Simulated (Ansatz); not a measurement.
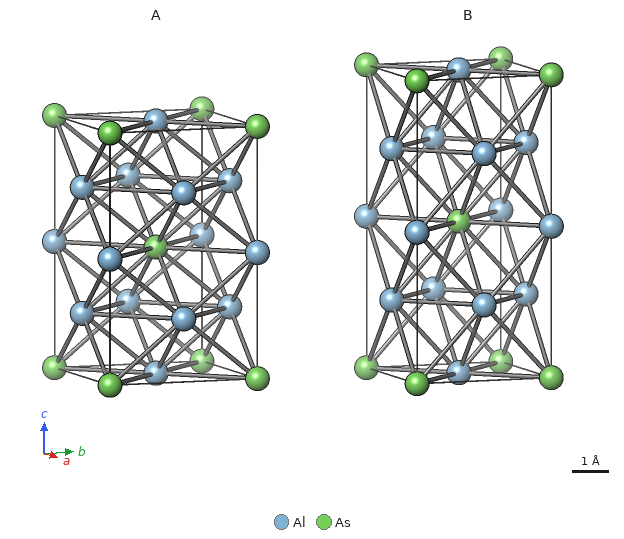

Two geometries of solid Al₃As (a generated structure, set up in I4/mmm), drawn at one scale. One is the start of a relaxation, the other its converged end. Style: ball-and-stick. Shown: the conventional cell (2 times the calculation's cell), slightly off an axis. Lengths and directions refer to the drawn axes.

Method: Ansatz, DFT PBE, scalar-relativistic, plane waves, PAW. (plane-wave cutoff 420 eV; k-point mesh 14 × 14 × 14; occupations gaussian; smearing width 0.1 eV; no spin polarisation; cell and atoms relaxed; force threshold 0.01 eV/Å; at most 80 steps)

**Which of the two is the end point?**

Structure B is the relaxed one. Over 9 accepted moves (12 points after the start) the energy falls by 42.0 meV per atom. All forces vanish by symmetry, so only the cell relaxes. The pressure goes from 0.48 to −0.01 GPa. The line search rejected the trial step at point 10 of the run. The SCF was repeated twice at an unchanged geometry on a basis and grid sized afresh for the cell, which shifted the energy by 1.5 meV per atom at most. The atoms keep their places relative to the cell (all moves are under 0.005 Å). The volume changes by −0.5 %, with a = b 4.432 → 4.035 Å (−8.9 %), c 7.147 → 8.582 Å (+20.1 %). Among the contacts that change: Al–Al 3.134 → 2.853 Å, Al–As 3.134 → 2.853 Å, Al–As 2.846 → 2.945 Å, Al–Al 2.846 → 2.945 Å. The space group stays I4/mmm (No. 139). The run took 3.5 min on 1 thread of Arm Neoverse V2, with other jobs on the host, peak memory 0.54 GiB.
